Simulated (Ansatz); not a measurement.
# ZrS2: a changed input and its effect

System: ZrS2 (P-3m1, 3 atoms in the cell).
Method of run 1: DFT PBE+D3(BJ), scalar-relativistic, plane waves, PAW, no spin polarisation (Ansatz 0.2.0).

The structure derives from a Materials Project entry. Text and figures count atoms from 1; the logs count them from 0 in places.

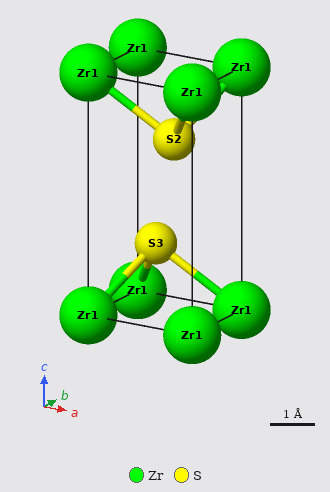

Fig. 1: The structure as given in the input (ball-and-stick view of the cell of the calculation, seen slightly off an axis; atoms are numbered from 1 in the order of the input). An atom can appear more than once, as a periodic image.

**Input file, run 1**
```yaml
crystal:
  lattice:
    - [3.6346710761, 0.0, 0.0]
    - [-1.817335538, 3.1477174863, 0.0]
    - [0.0, 0.0, 5.7209341522]
  atoms:
    - { symbol: Zr, position: [0.0, 0.0, 0.0] }
    - { symbol: S, position: [0.6666666667, 0.3333333333, 0.7446994448] }
    - { symbol: S, position: [0.3333333333, 0.6666666667, 0.2553005552] }
basis:
  ecutwfc: 420
kpoints:
  mp_grid: { grid: [12, 12, 6] }
hamiltonian:
  xc: pbe
  dispersion: d3bj
scf:
  occupations: { method: gaussian, width: 0.02 }
output:
  forces: true
  stress: true
  eigenvalues: true
relax:
  adjacent_minimum: "off"
  f_tol: 0.005
  max_steps: 80
  cell: { stress_tol: 0.05 }
```

Command:
```bash
ansatz run input.yaml --threads 1 --pin off --max-ram 2560MiB --backend cpu --events-out ev --progress --plain --runs-dir out
```

Hardware: 1 thread of Arm Neoverse V1, 24 GiB of memory available, shared host.

**Output, shortened to warnings, some set-up lines, iterations and results (run 1)**
```
Basis set: ecut = 420 eV, 1255 PW (Γ), exchange–correlation on 50×50×80 points (8 copies of the dense FFT grid, shifted against one another)
Symmetry: 12 space group operations
k-points: 100 of 864
Initial density: superposition of atomic densities (neutral atoms: chi_scale 0, normalization atom), corrected by the library's trained network
[...]
SCF iter   1: F=—  HF=-5993.669874 eV  |F-HF|=—  |Δ(HF+E_count)|=         —  Δρ=1.38e-3  dr2=1.62e-3  ethr=1.77e-3  ⟨swp⟩=6.1  Hψ=8937  notcnv=0
SCF iter   2: F=—  HF=-5993.669009 eV  |F-HF|=—  |Δ(HF+E_count)|=   8.65e-4  Δρ=7.23e-4  dr2=3.61e-4  ethr=6.77e-6  ⟨swp⟩=2.2  Hψ=3447  notcnv=0
SCF iter   3: F=—  HF=-5993.669186 eV  |F-HF|=—  |Δ(HF+E_count)|=   1.77e-4  Δρ=1.40e-4  dr2=1.09e-5  ethr=1.51e-6  ⟨swp⟩=2.0  Hψ=2202  notcnv=0
SCF iter   4: F=—  HF=-5993.669223 eV  |F-HF|=—  |Δ(HF+E_count)|=   3.77e-5  Δρ=3.55e-5  dr2=1.42e-6  ethr=4.54e-8  ⟨swp⟩=2.0  Hψ=2436  notcnv=0
SCF iter   5: F=-5993.669224 eV  HF=-5993.669224 eV  |F-HF|=9.29e-8  |Δ(HF+E_count)|=   6.11e-7  Δρ=9.85e-6  dr2=9.56e-8  ethr=5.93e-9  ⟨swp⟩=2.0  Hψ=2205  notcnv=0
SCF iter   6: F=-5993.669224 eV  HF=-5993.669224 eV  |F-HF|=6.99e-9  |Δ(HF+E_count)|=   1.10e-7  Δρ=2.43e-6  dr2=5.83e-9  ethr=3.98e-10  ⟨swp⟩=2.6  Hψ=5656  notcnv=0
SCF 1 converged in 6 iterations: F = -5993.669224 eV  dr2 = 5.83e-9
relax step   1: F+E_penalty+E_count = -5993.66922411 eV  Δ(F+E_penalty+E_count) = +0.000e0 eV  max|allowed force component| = 2.385e-4 eV/Å  Δτ_max = 0.0000 Å  P = -0.003 GPa …
SCF iter   1: F=—  HF=-5993.669197 eV  |F-HF|=—  |Δ(HF+E_count)|=         —  Δρ=2.56e-6  dr2=6.81e-9  ethr=1.70e-7  ⟨swp⟩=3.1  Hψ=12840  notcnv=0
SCF iter   2: F=—  HF=-5993.669224 eV  |F-HF|=—  |Δ(HF+E_count)|=   2.76e-5  Δρ=1.44e-6  dr2=1.52e-9  ethr=2.84e-11  ⟨swp⟩=3.1  Hψ=3587  notcnv=0
SCF iter   3: F=—  HF=-5993.669224 eV  |F-HF|=—  |Δ(HF+E_count)|=   3.45e-9  Δρ=8.43e-7  dr2=6.39e-10  ethr=6.34e-12  ⟨swp⟩=2.0  Hψ=2042  notcnv=0
SCF iter   4: F=-5993.669224 eV  HF=-5993.669224 eV  |F-HF|=1.73e-11  |Δ(HF+E_count)|=   2.26e-9  Δρ=1.60e-7  dr2=1.68e-11  ethr=1.00e-12  ⟨swp⟩=5.0  Hψ=8350  notcnv=0
SCF 2 converged in 4 iterations: F = -5993.669224 eV  dr2 = 1.68e-11
relax step   2: F+E_penalty+E_count = -5993.66922412 eV  Δ(F+E_penalty+E_count) = -3.570e-9 eV  max|allowed force component| = 2.340e-4 eV/Å  Δτ_max = 0.0000 Å  P = -0.004 …
basis re-selected at this cell: Δ(F+E_penalty+E_count) = -3.570e-9 eV, ΔP = -0.000 GPa vs the last step (what re-selecting the basis moved, of the pressure what is left beyond the Pulay correction that the steps carried, after the strain that the cell walked since its last selection, with what the …
SCF converged after 4 iterations
Free energy (F): -5993.669224 eV
Harris-Foulkes:  -5993.669224 eV  (|F-HF|=1.73e-11)
Internal energy: -5993.669224 eV  (E = F + TS)
E sigma→0 (E₀):  -5993.669224 eV
Fermi energy:    8.125244 eV
--- Per-component energies (eV) ---
  E_band       = -152.339893
  E_kinetic    = 547.686525
  E_local      = -1223.994647  (includes V_loc(G=0)·N_el)
  E_nonlocal   = 134.712022
  E_hartree    = 423.022446
  E_xc         = -357.272137
  E_vxc        = -367.528251  (∫ρ·V_xc dr)
  E_paw        = -4153.884279  (= ΣΔE_a)
  E_vpaw       = -89.260382  (= ΣTr[D̂ρ^β])
  E_aug_tail   = 0.000027  (compensation charges beyond the density's cutoff)
  E_ewald      = -1362.848913
  E_disp       = -1.090267  (pairwise vdW)
  E_smearing   = -0.000000  (= −TS)
  E_closure    = 0.000000  (closes the sum)
  Σ components = -5993.669224   (vs F -5993.669224, Δ=0.00e0)
--- Forces (eV/Å), atoms counted from 1 ---
  atom   1  Zr    -0.00000000     0.00000000     0.00000000
  atom   2  S      0.00000000     0.00000000    -0.00023398
  atom   3  S     -0.00000000    -0.00000000     0.00023398
  max |Σ_I F_I| component: 1.85e-17 eV/Å
--- Stress (GPa, compression-positive) ---
       -0.002155       0.000000      -0.000000
        0.000000      -0.002155       0.000000
       -0.000000       0.000000      -0.006249
  P = ⅓ Tr σ = -0.0035 GPa (-0.035 kbar)
--- Relaxed structure (1 steps of the walk, 1 accepted, 1 SCFs on fresh bases) ---
  F+E_penalty+E_count = -5993.66922412 eV   max|allowed force component| = 2.340e-4 eV/Å   (the final SCF, on the basis selected at the relaxed cell)
  cell:  # Å, volume = 65.4527 Å³
    - [3.634671076098197, -2.8867542903597893e-11, 0.0]
    - [-1.8173355380240985, 3.147717486315995, 0.0]
    - [0.0, 0.0, 5.7209341522]
  atoms:
    - { symbol: Zr, position: [0.0, 0.0, 0.0] }
    - { symbol: S, position: [0.6666666666666666, 0.3333333333333333, 0.7446994448000002] }
    - { symbol: S, position: [0.33333333333333326, 0.6666666666666666, 0.2553005552] }
```

Run 2 used a changed input.

**The two runs side by side**

```csv
quantity,run 1,run 2
outcome,converged,converged
free energy per atom (eV),−1997.8897,−1997.8633
gap on the mesh (eV),0.66,0.68
pressure (GPa),0.00,0.00
volume per atom (Å³),21.82,22.05
largest force (eV/Å),0.000,0.001
SCF iterations,10,35
irreducible k-points,100,20
wall time (shared host),14 s,15 s
```

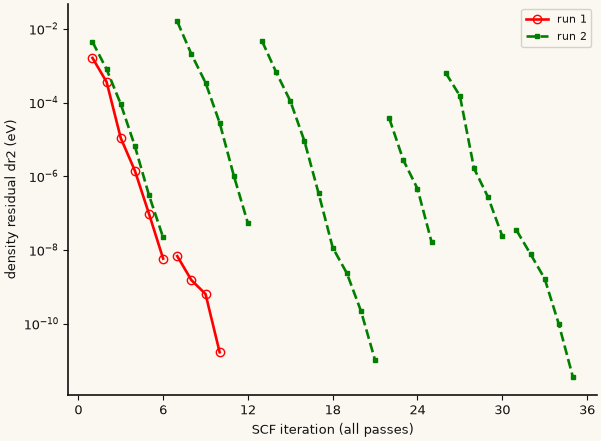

Fig. 2: Convergence of the two runs: density residual dr2 against the SCF iteration. A break in a curve parts two SCF passes. Run 1 takes 10 iterations in all, and run 2 takes 35.

What was changed in the input?

The change (lines with − go, lines with + come):
```diff
+  symmetry: { detect: false }
-  mp_grid: { grid: [12, 12, 6] }
+  mp_grid: { grid: [4, 4, 2] }
```

The free energy of run 2 is 26.5 meV per atom higher, which measures how much it depends on this numerical setting. The volume per atom goes from 21.82 to 22.05 Å³. The SCF takes 35 iterations over all geometry steps against 10. The irreducible k-points go from 100 to 20.

**Output, shortened to warnings, some set-up lines, iterations and results (run 2)**
```
Basis set: ecut = 420 eV, 1255 PW (Γ), exchange–correlation on 50×50×80 points (8 copies of the dense FFT grid, shifted against one another)
Symmetry: 1 space group operations
k-points: 20 of 32 (time reversal used)
Initial density: superposition of atomic densities (neutral atoms: chi_scale 0, normalization atom), corrected by the library's trained network
[...]
SCF iter   1: F=—  HF=-5993.588865 eV  |F-HF|=—  |Δ(HF+E_count)|=         —  Δρ=2.14e-3  dr2=4.43e-3  ethr=1.77e-3  ⟨swp⟩=6.1  Hψ=1756  notcnv=0
SCF iter   2: F=—  HF=-5993.587194 eV  |F-HF|=—  |Δ(HF+E_count)|=   1.67e-3  Δρ=9.16e-4  dr2=7.95e-4  ethr=1.84e-5  ⟨swp⟩=2.9  Hψ=776  notcnv=0
SCF iter   3: F=—  HF=-5993.587218 eV  |F-HF|=—  |Δ(HF+E_count)|=   2.35e-5  Δρ=3.44e-4  dr2=9.14e-5  ethr=3.31e-6  ⟨swp⟩=2.0  Hψ=440  notcnv=0
SCF iter   4: F=—  HF=-5993.587275 eV  |F-HF|=—  |Δ(HF+E_count)|=   5.75e-5  Δρ=1.01e-4  dr2=6.59e-6  ethr=3.81e-7  ⟨swp⟩=2.0  Hψ=440  notcnv=0
SCF iter   5: F=—  HF=-5993.587279 eV  |F-HF|=—  |Δ(HF+E_count)|=   3.72e-6  Δρ=1.66e-5  dr2=3.05e-7  ethr=2.74e-8  ⟨swp⟩=2.2  Hψ=503  notcnv=0
[... 37 lines ...]
SCF iter   3: F=—  HF=-5993.589787 eV  |F-HF|=—  |Δ(HF+E_count)|=   1.51e-7  Δρ=2.15e-6  dr2=1.66e-9  ethr=3.22e-11  ⟨swp⟩=2.2  Hψ=557  notcnv=0
SCF iter   4: F=—  HF=-5993.589787 eV  |F-HF|=—  |Δ(HF+E_count)|=   9.88e-9  Δρ=4.50e-7  dr2=9.72e-11  ethr=6.91e-12  ⟨swp⟩=2.1  Hψ=470  notcnv=0
SCF iter   5: F=-5993.589787 eV  HF=-5993.589787 eV  |F-HF|=4.55e-12  |Δ(HF+E_count)|=  5.16e-10  Δρ=7.66e-8  dr2=3.52e-12  ethr=1.00e-12  ⟨swp⟩=6.0  Hψ=1460  notcnv=0
SCF 6 converged in 5 iterations: F = -5993.589787 eV  dr2 = 3.52e-12
relax step   6: F+E_penalty+E_count = -5993.58978749 eV  Δ(F+E_penalty+E_count) = -7.234e-5 eV  max|allowed force component| = 9.864e-4 eV/Å  Δτ_max = 0.0000 Å  P = -0.004 …
basis re-selected at this cell: Δ(F+E_penalty+E_count) = -7.234e-5 eV, ΔP = +0.001 GPa vs the last step (what re-selecting the basis moved, of the pressure what is left beyond the Pulay correction that the steps carried, after the strain that the cell walked since its last selection, with what the …
WARN: the relaxation ended near the 12 symmetry operations of its rattled start. A stable structure does so, and so can a saddle point along a move or strain that wasn't checked. `relax.random_displacement` or `relax.escape_saddle: true` tries the moves, and a distorted `crystal.lattice` a strain
SCF converged after 5 iterations
Free energy (F): -5993.589787 eV
Harris-Foulkes:  -5993.589787 eV  (|F-HF|=4.55e-12)
Internal energy: -5993.589787 eV  (E = F + TS)
E sigma→0 (E₀):  -5993.589787 eV
Fermi energy:    8.018199 eV
--- Per-component energies (eV) ---
  E_band       = -155.641996
  E_kinetic    = 547.716206
  E_local      = -1235.672801  (includes V_loc(G=0)·N_el)
  E_nonlocal   = 134.531500
  E_hartree    = 427.235728
  E_xc         = -357.256796
  E_vxc        = -367.492241  (∫ρ·V_xc dr)
  E_paw        = -4153.841933  (= ΣΔE_a)
  E_vpaw       = -89.196142  (= ΣTr[D̂ρ^β])
  E_aug_tail   = 0.000027  (compensation charges beyond the density's cutoff)
  E_ewald      = -1355.223674
  E_disp       = -1.078045  (pairwise vdW)
  E_smearing   = -0.000000  (= −TS)
  E_closure    = 0.000000  (closes the sum)
  Σ components = -5993.589787   (vs F -5993.589787, Δ=0.00e0)
--- Forces (eV/Å), atoms counted from 1 ---
  atom   1  Zr    -0.00011692     0.00098636     0.00022758
  atom   2  S      0.00000917    -0.00050358     0.00028125
  atom   3  S      0.00010776    -0.00048284    -0.00050917
  max |Σ_I F_I| component: 3.36e-7 eV/Å
--- Stress (GPa, compression-positive) ---
       -0.002264       0.000071      -0.000821
        0.000071      -0.000586      -0.000042
       -0.000821      -0.000042      -0.008514
  P = ⅓ Tr σ = -0.0038 GPa (-0.038 kbar)
--- Relaxed structure (5 steps of the walk, 4 accepted, 1 SCFs on fresh bases) ---
  F+E_penalty+E_count = -5993.58978749 eV   max|allowed force component| = 9.864e-4 eV/Å   (the final SCF, on the basis selected at the relaxed cell)
  cell:  # Å, volume = 66.1356 Å³
    - [3.653551651804061, 4.1829117519522024e-6, 0.00018920064125648698]
[...]
```

For run 2: These settings are looser than, or depart from, a standard set-up, so the numbers are not reference values for this system. So coarse a mesh can miss the band edges, so the true gap of this method can be much smaller, or zero.
